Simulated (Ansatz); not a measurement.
Run report: WC, single-point calculation (part 2 of 2)

The same run, continued: WC (slab, 32 atoms in the cell); DFT PBE+D3(BJ), scalar-relativistic, plane waves, PAW, no spin polarisation (Ansatz 0.2.0); cutoff 420 eV, 4×3×1 k-mesh, Gaussian smearing of 0.1 eV. The structure derives from an entry of the Crystallography Open Database. It belongs to a series of runs on one base structure; here: the slab at its places in the relaxed adsorbed structure.

**Output, continued**
```
  k-point 0: bands = ["-70.5134", "-70.5108", "-70.4834", "-70.4832", "-70.4430", "-70.4224", "-70.4054", "-70.3887", "-70.3799", "-70.3763", "-70.3605", "-70.3288", "-70.2432", "-70.2376", "-70.2137", "-70.2117", "-35.1321", "-35.1275", "-35.1205", "-35.0951", "-35.0638", "-35.0629", "-35.0450", "-35.0254", "-35.0203", "-34.9780", "-34.9454", "-34.9277", "-34.9225", "-34.9214", "-34.8815", "-34.8799", "-34.8704", "-34.8065", "-34.8045", "-34.7772", "-34.7416", "-34.7401", "-34.7123", "-34.6598",
      "-34.6527", "-34.6287", "-34.5545", "-34.5511", "-34.5293", "-34.5273", "-34.5045", "-34.4865", "-34.4732", "-34.4649", "-34.4621", "-34.4162", "-34.4142", "-34.4110", "-34.3943", "-34.3734", "-34.3552", "-34.3531", "-34.3467", "-34.3386", "-34.3347", "-34.2985", "-34.2349", "-34.2004", "-10.3871", "-8.8523", "-8.1717", "-8.0880", "-7.6572", "-7.6297", "-7.5595", "-7.5402", "-7.5084", "-7.2914", "-7.2503", "-6.8565", "-6.8543", "-6.5179", "-6.4722", "-6.3496",
      "-3.9702", "-3.1538", "-3.1471", "-3.0328", "-2.8596", "-2.7115", "-2.7023", "-2.2956", "-2.2827", "-2.2707", "-2.1805", "-1.9164", "-1.6215", "-1.6132", "-1.3972", "-1.3791", "-1.0911", "-0.7416", "-0.7221", "-0.5476", "-0.5065", "-0.4967", "-0.4588", "-0.3326", "-0.3069", "-0.1709", "-0.1522", "0.0906", "0.1533", "0.1652", "0.1730", "0.2545", "0.3695", "0.3780", "0.4060", "0.5072", "0.5196", "0.8958", "0.9628", "1.2039",
      "1.2878", "1.3079", "1.3614", "1.4870", "1.5533", "1.5768", "1.6295", "1.8377", "1.8658", "2.0874", "2.0900", "2.1455", "2.2179", "2.4521", "2.6046", "2.6365", "2.7599", "2.7967", "3.0021", "3.0113", "3.2441", "3.8029", "4.0246", "4.1356", "4.1414", "4.2352", "4.4451", "4.6261", "4.6582", "4.7037", "4.7352", "4.9650", "5.1433", "5.2548", "5.3631", "5.3763", "5.6516", "5.6532", "5.6926", "5.7574",
      "6.0387", "6.0523", "6.1780", "6.2694", "6.8785", "7.0486", "7.1013", "7.1520", "7.1856", "7.3249", "7.4913", "7.5031", "7.5473", "7.5797", "7.5914", "7.7833"]
  k-point 1: bands = ["-70.5127", "-70.5114", "-70.4834", "-70.4832", "-70.4416", "-70.4257", "-70.4022", "-70.3908", "-70.3800", "-70.3754", "-70.3605", "-70.3288", "-70.2420", "-70.2387", "-70.2137", "-70.2117", "-35.1208", "-35.1199", "-35.1099", "-35.0795", "-35.0785", "-35.0608", "-35.0421", "-35.0187", "-35.0140", "-35.0109", "-34.9759", "-34.9331", "-34.9279", "-34.9193", "-34.8803", "-34.8795", "-34.8328", "-34.8239", "-34.8124", "-34.8103", "-34.7305", "-34.7290", "-34.6808", "-34.6741",
      "-34.6589", "-34.6396", "-34.5495", "-34.5457", "-34.5207", "-34.5194", "-34.5024", "-34.4987", "-34.4569", "-34.4555", "-34.4370", "-34.4279", "-34.4254", "-34.4066", "-34.4060", "-34.3939", "-34.3515", "-34.3511", "-34.3450", "-34.3419", "-34.3338", "-34.3028", "-34.2248", "-34.2076", "-10.0616", "-9.1886", "-8.5855", "-7.9391", "-7.6160", "-7.5854", "-7.5417", "-7.4894", "-7.4096", "-7.3398", "-7.0566", "-6.8525", "-6.8500", "-6.6269", "-6.4501", "-6.3249",
      "-3.6591", "-3.2279", "-3.2136", "-3.1342", "-3.0393", "-3.0177", "-3.0139", "-2.6222", "-2.4294", "-2.3813", "-2.3797", "-2.0000", "-1.9965", "-1.7050", "-1.6220", "-1.5867", "-1.0802", "-0.5198", "-0.5057", "-0.4908", "-0.3943", "-0.2614", "-0.2605", "-0.2272", "-0.0803", "0.0525", "0.1057", "0.1137", "0.1250", "0.3451", "0.3606", "0.5245", "0.5866", "0.6096", "0.7017", "0.7282", "0.8749", "0.8930", "1.0981", "1.1399",
      "1.2043", "1.3521", "1.3820", "1.3963", "1.5424", "1.7281", "1.8570", "1.9191", "2.0170", "2.0687", "2.4856", "2.5003", "2.5046", "2.5271", "2.5665", "2.6538", "2.6641", "2.9381", "2.9509", "3.0343", "3.1626", "3.6963", "3.7142", "3.7593", "3.8296", "4.0284", "4.0729", "4.5250", "4.5786", "4.6767", "4.6975", "4.8029", "5.0011", "5.0041", "5.0938", "5.4651", "5.5856", "5.5910", "5.6849", "5.8742",
      "5.8834", "5.8916", "6.1590", "6.2326", "6.6890", "7.0273", "7.0378", "7.1850", "7.2632", "7.5006", "7.5401", "7.5439", "7.6356", "7.7182", "7.7610", "7.7698"]
  k-point 2: bands = ["-70.5090", "-70.5068", "-70.4878", "-70.4873", "-70.4395", "-70.4199", "-70.4029", "-70.3895", "-70.3832", "-70.3768", "-70.3636", "-70.3295", "-70.2388", "-70.2339", "-70.2178", "-70.2157", "-35.1072", "-35.0702", "-35.0667", "-35.0585", "-35.0473", "-35.0165", "-35.0069", "-34.9976", "-34.9801", "-34.9767", "-34.9424", "-34.9242", "-34.9184", "-34.8991", "-34.8505", "-34.8309", "-34.8283", "-34.8067", "-34.7979", "-34.7814", "-34.7338", "-34.7266", "-34.7022", "-34.6799",
      "-34.6655", "-34.6417", "-34.5981", "-34.5772", "-34.5624", "-34.5486", "-34.5310", "-34.5187", "-34.4841", "-34.4690", "-34.4466", "-34.4393", "-34.4366", "-34.4244", "-34.4174", "-34.4025", "-34.3972", "-34.3697", "-34.3584", "-34.3513", "-34.3404", "-34.3184", "-34.2999", "-34.2647", "-10.0606", "-8.6047", "-8.3359", "-8.1708", "-7.8924", "-7.7255", "-7.6011", "-7.4929", "-7.4275", "-7.1914", "-7.1095", "-6.9892", "-6.8354", "-6.5071", "-6.4828", "-6.3716",
      "-3.6523", "-2.9349", "-2.9143", "-2.8790", "-2.6923", "-2.6129", "-2.5647", "-2.4702", "-2.1457", "-2.1002", "-2.0228", "-1.7036", "-1.6164", "-1.5002", "-1.4544", "-1.4043", "-1.1723", "-1.1061", "-0.6611", "-0.6516", "-0.6337", "-0.6205", "-0.4576", "-0.2740", "-0.2208", "-0.0417", "-0.0021", "0.0495", "0.1074", "0.1474", "0.1732", "0.2523", "0.3923", "0.4039", "0.5938", "0.6582", "0.7318", "0.8036", "0.8599", "1.0658",
      "1.0959", "1.1840", "1.2220", "1.2731", "1.3749", "1.5665", "1.6584", "1.9438", "2.0815", "2.1286", "2.1484", "2.1736", "2.3511", "2.3693", "2.5898", "2.6461", "2.6943", "2.8129", "2.9125", "2.9249", "3.0443", "3.5030", "3.8248", "3.8312", "3.9627", "4.0597", "4.1426", "4.1985", "4.2486", "4.3720", "4.5218", "4.8676", "4.9393", "5.0365", "5.1295", "5.2627", "5.2993", "5.3713", "5.5523", "5.6117",
      "5.8760", "6.0328", "6.3134", "6.5174", "6.6393", "6.8455", "6.9422", "7.0255", "7.1895", "7.4009", "7.4396", "7.4606", "7.6190", "7.6931", "7.7606", "7.8284"]
  k-point 6: bands = ["-70.4990", "-70.4982", "-70.4973", "-70.4964", "-70.4355", "-70.4169", "-70.3985", "-70.3957", "-70.3852", "-70.3735", "-70.3696", "-70.3303", "-70.2286", "-70.2277", "-70.2257", "-70.2242", "-35.0656", "-35.0497", "-35.0362", "-35.0203", "-35.0171", "-34.9882", "-34.9712", "-34.9530", "-34.9400", "-34.9320", "-34.9241", "-34.8887", "-34.8663", "-34.8438", "-34.8368", "-34.8305", "-34.8002", "-34.7925", "-34.7785", "-34.7698", "-34.7148", "-34.6960", "-34.6880", "-34.6781",
      "-34.6633", "-34.6545", "-34.6478", "-34.6300", "-34.6005", "-34.5885", "-34.5870", "-34.5827", "-34.5049", "-34.5001", "-34.4977", "-34.4783", "-34.4499", "-34.4451", "-34.4346", "-34.4250", "-34.4063", "-34.3941", "-34.3845", "-34.3650", "-34.3510", "-34.3435", "-34.3324", "-34.3108", "-9.3344", "-8.9531", "-8.6112", "-8.1165", "-7.8679", "-7.8396", "-7.6295", "-7.5582", "-7.2519", "-7.1441", "-7.0649", "-6.8648", "-6.8307", "-6.6527", "-6.5058", "-6.3834",
      "-3.0957", "-2.8543", "-2.7567", "-2.6590", "-2.5872", "-2.4865", "-2.4158", "-2.1281", "-2.1025", "-1.9927", "-1.9461", "-1.9047", "-1.6828", "-1.4977", "-1.4869", "-1.3555", "-1.0590", "-0.9338", "-0.8779", "-0.7992", "-0.6943", "-0.5355", "-0.4542", "-0.4278", "-0.3363", "-0.1492", "-0.1022", "0.0225", "0.1472", "0.2243", "0.2442", "0.2773", "0.5840", "0.6655", "0.7315", "0.7498", "0.7862", "0.8630", "0.8995", "0.9325",
      "1.1051", "1.1432", "1.1802", "1.2148", "1.3009", "1.5957", "1.6654", "1.7397", "1.8992", "1.9243", "2.0036", "2.0762", "2.4253", "2.4870", "2.5407", "2.5546", "2.6620", "2.8126", "2.8726", "2.9256", "2.9861", "3.1009", "3.3227", "3.3660", "3.4306", "3.6217", "3.6547", "4.2737", "4.4068", "4.4570", "4.4769", "4.5477", "4.6779", "4.7191", "4.7416", "5.1218", "5.3460", "5.4162", "5.4425", "5.5415",
      "5.7902", "5.8472", "6.0359", "6.3170", "6.5490", "6.6721", "6.8023", "6.9163", "7.2110", "7.2674", "7.5102", "7.5550", "7.5727", "7.6625", "7.7067", "7.8248"]
```

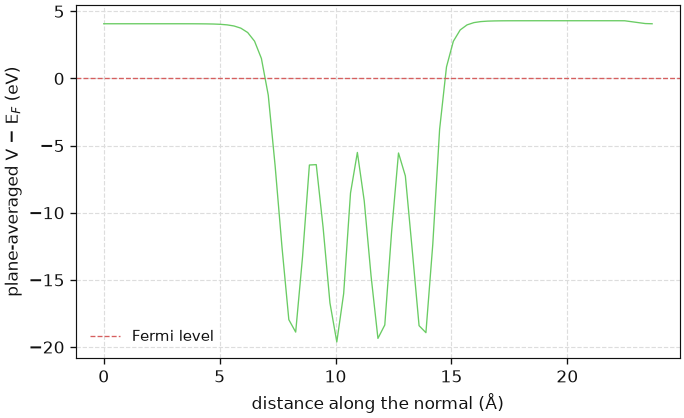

Plane average of the electrostatic potential energy of an electron across the cell, from the Fermi level. The vacuum level lies 4.30 eV above the Fermi level on the upper side and 4.07 eV on the lower.

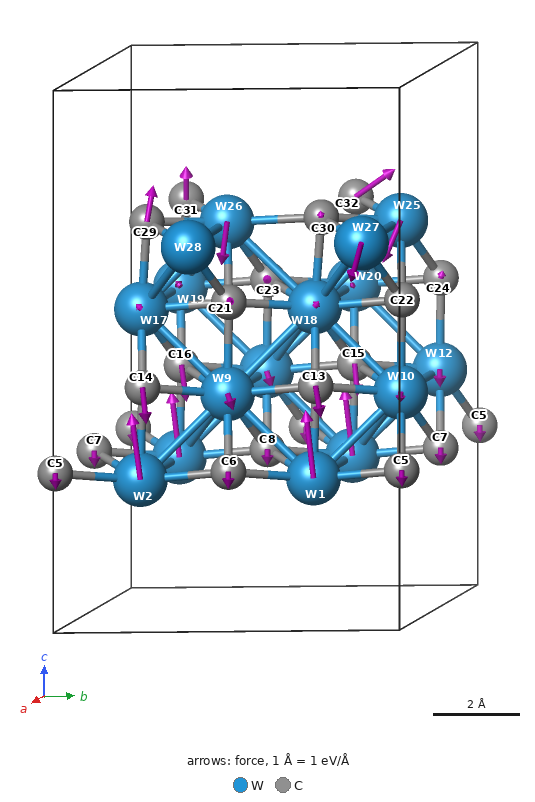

Forces on the atoms as pink arrows (ball-and-stick view of the cell of the calculation, with the vacuum cut short, seen slightly off an axis; atoms are numbered from 1 in the order of the input); the smallest are left out. The largest act on W1, W3 (1.62 eV/Å); W2 (1.59 eV/Å); W4 (1.57 eV/Å); C32 (1.21 eV/Å), among others. The geometry is not a stationary point of this energy.

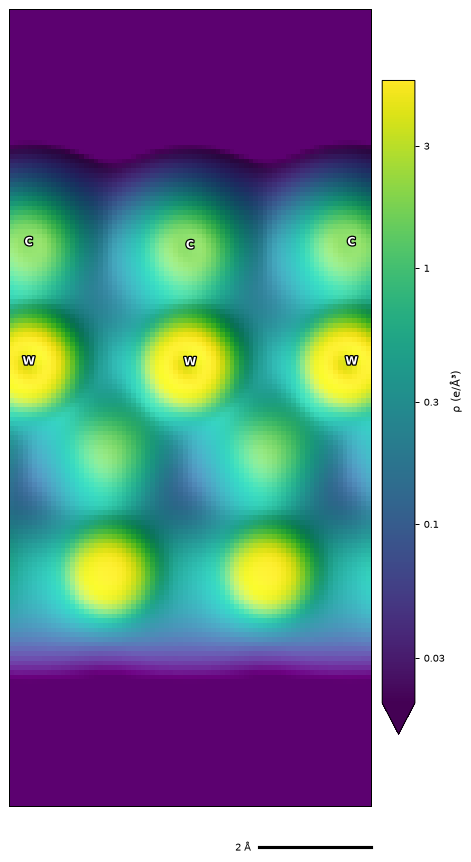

Valence electron density on the (010) plane of the calculation cell, a cut from vacuum to vacuum. Atoms in the plane: W and C. W–C (2.10 Å): the density is about 0.81 e/Å³ at the midpoint. W–C (2.15 Å): the density is about 0.72 e/Å³ at the midpoint. The density dies away to nearly zero in the vacuum. Core electrons are frozen (PAW), so the fields are smoothed inside the atomic spheres.

**Summary**

```csv
quantity,value
outcome,converged
electrons treated,288
free energy,−170165.6611 eV
"work function, top face",4.30 eV
"work function, bottom face",4.07 eV
Fermi energy,3.747 eV
gap on the k-point mesh,none (metallic)
work function (upper face),4.30 eV
largest force (length of the vector),1.623 eV/Å
wall time,43 s (CPU time 2.8 min)
peak memory,3.5 GiB
```

**Remarks**

Spin–orbit coupling is left out, which matters for W.
